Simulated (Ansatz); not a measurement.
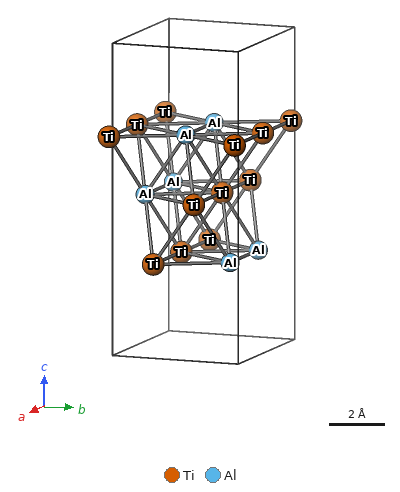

**Figure 1.** The starting structure (ball-and-stick view of the 2 × 1 repeat of the cell, with the vacuum cut short, seen slightly off an axis). An atom can appear more than once, as a periodic image.

## Geometry relaxation, with input and output: TiAl (part 1 of 2)

- system: TiAl (slab, 6 atoms in the cell)
- method: DFT PBE, scalar-relativistic, plane waves, PAW, no spin polarisation (Ansatz 0.2.0)

The structure derives from an entry of the Crystallography Open Database. The input holds or restrains some coordinates. Forces given for the steps count only the free coordinates.

**Output**
```
Engine: ansatz 0.2.0, aarch64-unknown-linux-gnu
Pseudopotentials: kind: paw
Pseudopotential: Ti, paw, valence charge 12, recommended cutoff 420 eV (normal), Ti.paw.azcp
Pseudopotential: Al, paw, valence charge 3, recommended cutoff 420 eV (normal), Al.paw.azcp
Functional definition: PBE
  parameter kappa = 0.804
  parameter beta = 0.06672455060314922
  exchange = pbe_x(kappa = kappa, mu = beta*pi^2/3)
  correlation = pbe_c(beta = beta)
Crystal: 6 atoms, lattice volume = 260.833 Å³
Basis set: ecut = 420 eV, 5143 PW (Γ), exchange–correlation on 40×72×250 points (8 copies of the dense FFT grid, shifted against one another)
Bands: 29, of which v1, the nominal top of the filled ones, is band 23 counted from 1 (22 counted from 0)
Symmetry: 2 space group operations
k-points: 24 of 60 (time reversal used)
Non-local potential: Ti, projectors of the file, l = 0: 3, l = 1: 2, l = 2: 3, l = 3: 1
Non-local potential: Al, projectors of the file, l = 0: 2, l = 1: 2, l = 2: 1
PAW form: soft (Blöchl's): semilocal exchange-correlation on the pseudo side does not see the compensation charge
PAW one-centre angular grid: Ti, 590 points (default); XC on 64 Gauss nodes
PAW one-centre angular grid: Al, 110 points (default); XC on 64 Gauss nodes
Initial density: superposition of atomic densities (neutral atoms: chi_scale 0, normalization atom), corrected by the library's trained network
Initial wavefunctions: pseudopotential atomic-orbital guess
Functional: x = pbe(κ = 0.804, μ = 0.2195149727645171), c = pbe(β = 0.06672455060314922)
SCF iter   1: F=—  HF=-9110.950858 eV  |F-HF|=—  |Δ(HF+E_count)|=         —  Δρ=6.44e-3  dr2=3.52e-1  ethr=1.77e-3  p=0.000 e·Å  D=7.58e-13 V/Å  ΔV_dip=-0.00 eV  dr2_dipole=5.82e-9  V_vac-E_F(+/−)=4.27/4.27 eV  ⟨swp⟩=7.7  Hψ=3414  notcnv=0
efield: sawtooth ramp at fractional position 0.9800 (placed from the atoms, in the widest stretch of the axis that holds none; the zero of the levels goes with the place), width 0.0400; the density the first Hamiltonian is built on has a dipole p = 0.000 e·Å; the dipole correction subtracts the counter field D = 7.58e-13 V/Å, which shifts the + side's vacuum level by -0.00 eV against the − side's; the planar-averaged density in the ramp window peaks in size at 2.2e-5 e/Å³
preconditioner: auto → LDOS  [metal: Δε(μ)=0.033 eV  Ē_g=3.474 eV  σ=0.100 eV  W_gap=0.18  n_scr=30 (ndim 8)  ℏωp=10.5 eV  f_vac=0.514  D(μ)=6.28/eV (n_scr^D=30)  β→1.0]
SCF iter   2: F=—  HF=-9110.942916 eV  |F-HF|=—  |Δ(HF+E_count)|=   7.94e-3  Δρ=3.49e-3  dr2=8.45e-2  ethr=7.81e-4  p=-0.000 e·Å  D=-2.44e-5 V/Å  ΔV_dip=0.00 eV  dr2_dipole=4.86e-7  V_vac-E_F(+/−)=4.16/4.16 eV  ⟨swp⟩=2.0  Hψ=955  notcnv=0  defer=12
SCF iter   3: F=—  HF=-9110.939735 eV  |F-HF|=—  |Δ(HF+E_count)|=   3.18e-3  Δρ=1.01e-3  dr2=7.24e-3  ethr=1.88e-4  p=0.000 e·Å  D=2.87e-6 V/Å  ΔV_dip=-0.00 eV  dr2_dipole=1.64e-7  V_vac-E_F(+/−)=4.18/4.18 eV  ⟨swp⟩=1.8  Hψ=744  notcnv=0  defer=12
SCF iter   4: F=—  HF=-9110.939655 eV  |F-HF|=—  |Δ(HF+E_count)|=   8.00e-5  Δρ=2.75e-4  dr2=4.44e-4  ethr=1.61e-5  p=-0.000 e·Å  D=-3.43e-6 V/Å  ΔV_dip=0.00 eV  dr2_dipole=6.32e-9  V_vac-E_F(+/−)=4.17/4.17 eV  ⟨swp⟩=2.0  Hψ=890  notcnv=0  defer=5
iter 5 did not close the SCF: its close was put off for the readings that it lacked (scf_convergence_deferred on its scf_iter line)
SCF iter   5: F=-9110.939724 eV  HF=-9110.939711 eV  |F-HF|=1.39e-5  |Δ(HF+E_count)|=   5.56e-5  Δρ=8.60e-5  dr2=1.19e-5  ethr=9.86e-7  p=-0.000 e·Å  D=-3.47e-7 V/Å  ΔV_dip=0.00 eV  dr2_dipole=3.52e-9  V_vac-E_F(+/−)=4.17/4.17 eV  ⟨swp⟩=1.9  Hψ=806  notcnv=0  defer=4
SCF iter   6: F=-9110.939727 eV  HF=-9110.939727 eV  |F-HF|=6.68e-8  |Δ(HF+E_count)|=   1.67e-5  Δρ=3.32e-5  dr2=3.54e-6  ethr=2.65e-8  p=-0.000 e·Å  D=-1.08e-6 V/Å  ΔV_dip=0.00 eV  dr2_dipole=9.85e-11  V_vac-E_F(+/−)=4.17/4.17 eV  ⟨swp⟩=7.6  Hψ=3458  notcnv=0
SCF 1 converged in 6 iterations: F = -9110.939727 eV  dr2 = 3.54e-6
  greatest PAW one-centre occupation: 0.999 electrons in one spin orbital (limit 2), on the Ti atom at site 2 (counted from 0), in its partial waves of l = 0
relax step   1: F+E_penalty+E_count = -9110.93972717 eV  Δ(F+E_penalty+E_count) = +0.000e0 eV  max|allowed force component| = 4.132e-1 eV/Å  Δτ_max = 0.0000 Å  (6 SCF iters, dr2 threshold 2.25e-5 eV, accepted)
Initial density: handed on by an earlier stage of this run
Initial wavefunctions: those handed on with the density
iter 1 solved again at ethr=1.04e-3 eV; its pass at ethr=3.10e-3 eV (dr2=4.70e-1 eV) is discarded
SCF iter   1: F=—  HF=-9110.987203 eV  |F-HF|=—  |Δ(HF+E_count)|=         —  Δρ=7.32e-3  dr2=3.97e-1  ethr=1.04e-3  p=-0.000 e·Å  D=-1.09e-6 V/Å  ΔV_dip=0.00 eV  dr2_dipole=2.58e-2  V_vac-E_F(+/−)=4.25/4.25 eV  ⟨swp⟩=1.5  Hψ=3020  notcnv=0  defer=11
efield: sawtooth ramp at fractional position 0.9800 (handed on by an earlier solve), width 0.0400; the density the first Hamiltonian is built on has a dipole p = -0.000 e·Å; the dipole correction subtracts the counter field D = -1.09e-6 V/Å, which shifts the + side's vacuum level by +0.00 eV against the − side's; the planar-averaged density in the ramp window peaks in size at 4.4e-6 e/Å³
preconditioner: auto → LDOS  [metal: Δε(μ)=0.043 eV  Ē_g=3.520 eV  σ=0.100 eV  W_gap=0.23  n_scr=30 (ndim 8)  ℏωp=10.5 eV  f_vac=0.522  D(μ)=5.76/eV (n_scr^D=28)  β→1.0]
SCF iter   2: F=—  HF=-9110.965450 eV  |F-HF|=—  |Δ(HF+E_count)|=   2.18e-2  Δρ=3.87e-3  dr2=1.00e-1  ethr=8.82e-4  p=-0.003 e·Å  D=-2.27e-3 V/Å  ΔV_dip=0.04 eV  dr2_dipole=2.02e-3  V_vac-E_F(+/−)=4.20/4.16 eV  ⟨swp⟩=2.2  Hψ=1041  notcnv=0  defer=11
SCF iter   3: F=—  HF=-9110.958788 eV  |F-HF|=—  |Δ(HF+E_count)|=   6.66e-3  Δρ=1.26e-3  dr2=7.25e-3  ethr=2.23e-4  p=-0.006 e·Å  D=-4.16e-3 V/Å  ΔV_dip=0.08 eV  dr2_dipole=1.51e-6  V_vac-E_F(+/−)=4.28/4.20 eV  ⟨swp⟩=2.2  Hψ=1169  notcnv=0  defer=12
SCF iter   4: F=—  HF=-9110.958000 eV  |F-HF|=—  |Δ(HF+E_count)|=   7.88e-4  Δρ=4.34e-4  dr2=7.46e-4  ethr=1.61e-5  p=-0.008 e·Å  D=-5.52e-3 V/Å  ΔV_dip=0.10 eV  dr2_dipole=1.09e-4  V_vac-E_F(+/−)=4.30/4.20 eV  ⟨swp⟩=2.8  Hψ=1277  notcnv=0  defer=17
SCF iter   5: F=—  HF=-9110.958185 eV  |F-HF|=—  |Δ(HF+E_count)|=   1.84e-4  Δρ=2.00e-4  dr2=9.81e-5  ethr=1.66e-6  p=-0.009 e·Å  D=-6.34e-3 V/Å  ΔV_dip=0.12 eV  dr2_dipole=9.00e-8  V_vac-E_F(+/−)=4.31/4.20 eV  ⟨swp⟩=2.5  Hψ=947  notcnv=0  defer=17
SCF iter   6: F=—  HF=-9110.958296 eV  |F-HF|=—  |Δ(HF+E_count)|=   1.11e-4  Δρ=5.76e-5  dr2=1.10e-5  ethr=2.18e-7  p=-0.010 e·Å  D=-7.18e-3 V/Å  ΔV_dip=0.13 eV  dr2_dipole=2.73e-8  V_vac-E_F(+/−)=4.33/4.20 eV  ⟨swp⟩=2.1  Hψ=956  notcnv=0  defer=17
SCF iter   7: F=-9110.958300 eV  HF=-9110.958302 eV  |F-HF|=1.44e-6  |Δ(HF+E_count)|=   5.68e-6  Δρ=2.83e-5  dr2=3.86e-6  ethr=2.37e-8  p=-0.011 e·Å  D=-7.35e-3 V/Å  ΔV_dip=0.14 eV  dr2_dipole=1.21e-7  V_vac-E_F(+/−)=4.33/4.20 eV  ⟨swp⟩=12.0  Hψ=3301  notcnv=0
SCF 2 converged in 7 iterations: F = -9110.958300 eV  dr2 = 3.86e-6
relax step   2: F+E_penalty+E_count = -9110.95830034 eV  Δ(F+E_penalty+E_count) = -1.857e-2 eV  max|allowed force component| = 3.710e-1 eV/Å  Δτ_max = 0.1940 Å  (7 SCF iters, dr2 threshold 1.07e-5 eV, accepted)
SCF iter   1: F=—  HF=-9110.977588 eV  |F-HF|=—  |Δ(HF+E_count)|=         —  Δρ=2.95e-3  dr2=8.64e-2  ethr=9.12e-4  p=-0.011 e·Å  D=-7.35e-3 V/Å  ΔV_dip=0.14 eV  dr2_dipole=1.73e-3  V_vac-E_F(+/−)=4.31/4.17 eV  ⟨swp⟩=3.5  Hψ=1664  notcnv=0  defer=18
efield: sawtooth ramp at fractional position 0.9800 (handed on by an earlier solve), width 0.0400; the density the first Hamiltonian is built on has a dipole p = -0.011 e·Å; the dipole correction subtracts the counter field D = -7.35e-3 V/Å, which shifts the + side's vacuum level by +0.14 eV against the − side's; the planar-averaged density in the ramp window peaks in size at 2.1e-6 e/Å³
preconditioner: auto → LDOS  [metal: Δε(μ)=0.017 eV  Ē_g=3.491 eV  σ=0.100 eV  W_gap=0.10  n_scr=30 (ndim 8)  ℏωp=10.5 eV  f_vac=0.516  D(μ)=7.71/eV (n_scr^D=40)  β→1.0]
SCF iter   2: F=—  HF=-9110.972013 eV  |F-HF|=—  |Δ(HF+E_count)|=   5.58e-3  Δρ=1.62e-3  dr2=1.98e-2  ethr=1.92e-4  p=-0.010 e·Å  D=-7.11e-3 V/Å  ΔV_dip=0.13 eV  dr2_dipole=2.15e-3  V_vac-E_F(+/−)=4.33/4.19 eV  ⟨swp⟩=2.0  Hψ=1060  notcnv=0  defer=18
SCF iter   3: F=—  HF=-9110.971486 eV  |F-HF|=—  |Δ(HF+E_count)|=   5.27e-4  Δρ=5.18e-4  dr2=1.47e-3  ethr=4.40e-5  p=-0.009 e·Å  D=-6.28e-3 V/Å  ΔV_dip=0.12 eV  dr2_dipole=1.21e-4  V_vac-E_F(+/−)=4.30/4.18 eV  ⟨swp⟩=2.1  Hψ=998  notcnv=0  defer=18
SCF iter   4: F=—  HF=-9110.971381 eV  |F-HF|=—  |Δ(HF+E_count)|=   1.05e-4  Δρ=2.58e-4  dr2=3.64e-4  ethr=3.27e-6  p=-0.009 e·Å  D=-6.12e-3 V/Å  ΔV_dip=0.11 eV  dr2_dipole=1.62e-5  V_vac-E_F(+/−)=4.30/4.18 eV  ⟨swp⟩=2.8  Hψ=1234  notcnv=0  defer=18
SCF iter   5: F=—  HF=-9110.971389 eV  |F-HF|=—  |Δ(HF+E_count)|=   7.50e-6  Δρ=9.74e-5  dr2=2.70e-5  ethr=8.09e-7  p=-0.008 e·Å  D=-5.87e-3 V/Å  ΔV_dip=0.11 eV  dr2_dipole=3.34e-6  V_vac-E_F(+/−)=4.29/4.18 eV  ⟨swp⟩=1.6  Hψ=745  notcnv=0  defer=18
SCF iter   6: F=-9110.971414 eV  HF=-9110.971414 eV  |F-HF|=1.36e-7  |Δ(HF+E_count)|=   2.49e-5  Δρ=3.12e-5  dr2=2.68e-6  ethr=1.91e-8  p=-0.008 e·Å  D=-5.60e-3 V/Å  ΔV_dip=0.10 eV  dr2_dipole=1.70e-8  V_vac-E_F(+/−)=4.29/4.18 eV  ⟨swp⟩=12.0  Hψ=3390  notcnv=0
SCF 3 converged in 6 iterations: F = -9110.971414 eV  dr2 = 2.68e-6
relax step   3: F+E_penalty+E_count = -9110.97141357 eV  Δ(F+E_penalty+E_count) = -1.311e-2 eV  max|allowed force component| = 3.768e-2 eV/Å  Δτ_max = 0.0681 Å  (6 SCF iters, dr2 threshold 8.60e-6 eV, accepted)
SCF iter   1: F=—  HF=-9110.971800 eV  |F-HF|=—  |Δ(HF+E_count)|=         —  Δρ=4.87e-4  dr2=2.79e-3  ethr=2.33e-5  p=-0.008 e·Å  D=-5.60e-3 V/Å  ΔV_dip=0.10 eV  dr2_dipole=3.62e-4  V_vac-E_F(+/−)=4.28/4.18 eV  ⟨swp⟩=2.0  Hψ=1279  notcnv=0
efield: sawtooth ramp at fractional position 0.9800 (handed on by an earlier solve), width 0.0400; the density the first Hamiltonian is built on has a dipole p = -0.008 e·Å; the dipole correction subtracts the counter field D = -5.60e-3 V/Å, which shifts the + side's vacuum level by +0.10 eV against the − side's; the planar-averaged density in the ramp window peaks in size at 2.0e-6 e/Å³
preconditioner: auto → LDOS  [metal: Δε(μ)=0.031 eV  Ē_g=3.484 eV  σ=0.100 eV  W_gap=0.17  n_scr=30 (ndim 8)  ℏωp=10.5 eV  f_vac=0.516  D(μ)=7.29/eV (n_scr^D=36)  β→1.0]
SCF iter   2: F=—  HF=-9110.971664 eV  |F-HF|=—  |Δ(HF+E_count)|=   1.36e-4  Δρ=2.30e-4  dr2=4.06e-4  ethr=6.21e-6  p=-0.008 e·Å  D=-5.53e-3 V/Å  ΔV_dip=0.10 eV  dr2_dipole=3.32e-5  V_vac-E_F(+/−)=4.29/4.18 eV  ⟨swp⟩=1.8  Hψ=999  notcnv=0
SCF iter   3: F=—  HF=-9110.971659 eV  |F-HF|=—  |Δ(HF+E_count)|=   5.13e-6  Δρ=6.85e-5  dr2=2.25e-5  ethr=9.03e-7  p=-0.008 e·Å  D=-5.39e-3 V/Å  ΔV_dip=0.10 eV  dr2_dipole=3.14e-9  V_vac-E_F(+/−)=4.28/4.18 eV  ⟨swp⟩=2.0  Hψ=938  notcnv=0
SCF iter   4: F=—  HF=-9110.971579 eV  |F-HF|=—  |Δ(HF+E_count)|=   8.07e-5  Δρ=3.40e-5  dr2=5.05e-6  ethr=4.99e-8  p=-0.008 e·Å  D=-5.38e-3 V/Å  ΔV_dip=0.10 eV  dr2_dipole=2.92e-7  V_vac-E_F(+/−)=4.28/4.18 eV  ⟨swp⟩=3.2  Hψ=1320  notcnv=0
SCF iter   5: F=—  HF=-9110.971581 eV  |F-HF|=—  |Δ(HF+E_count)|=   2.14e-6  Δρ=9.11e-6  dr2=1.54e-7  ethr=1.12e-8  p=-0.008 e·Å  D=-5.32e-3 V/Å  ΔV_dip=0.10 eV  dr2_dipole=4.99e-9  V_vac-E_F(+/−)=4.28/4.18 eV  ⟨swp⟩=2.2  Hψ=857  notcnv=0
SCF iter   6: F=-9110.971581 eV  HF=-9110.971581 eV  |F-HF|=2.06e-8  |Δ(HF+E_count)|=   3.23e-7  Δρ=3.45e-6  dr2=3.00e-8  ethr=2.22e-10  p=-0.008 e·Å  D=-5.31e-3 V/Å  ΔV_dip=0.10 eV  dr2_dipole=3.79e-10  V_vac-E_F(+/−)=4.28/4.18 eV  ⟨swp⟩=9.0  Hψ=3061  notcnv=0
SCF 4 converged in 6 iterations: F = -9110.971581 eV  dr2 = 3.00e-8
relax step   4: F+E_penalty+E_count = -9110.97158110 eV  Δ(F+E_penalty+E_count) = -1.675e-4 eV  max|allowed force component| = 1.691e-3 eV/Å  Δτ_max = 0.0067 Å  (6 SCF iters, accepted)
```

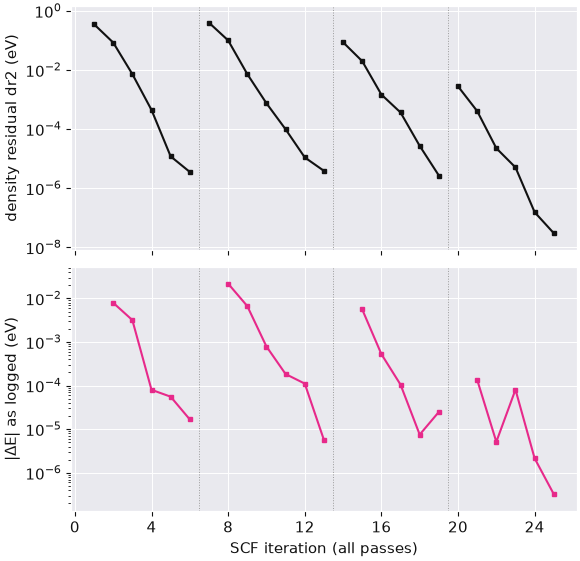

**Figure 2.** Convergence of the self-consistent field: density residual dr2 and size of the energy change against the SCF iteration. The dotted lines part the SCF passes of the relaxation: geometry steps, rejected trials and re-solves on a re-selected basis. The passes take 6, 7, 6 and 6 iterations.
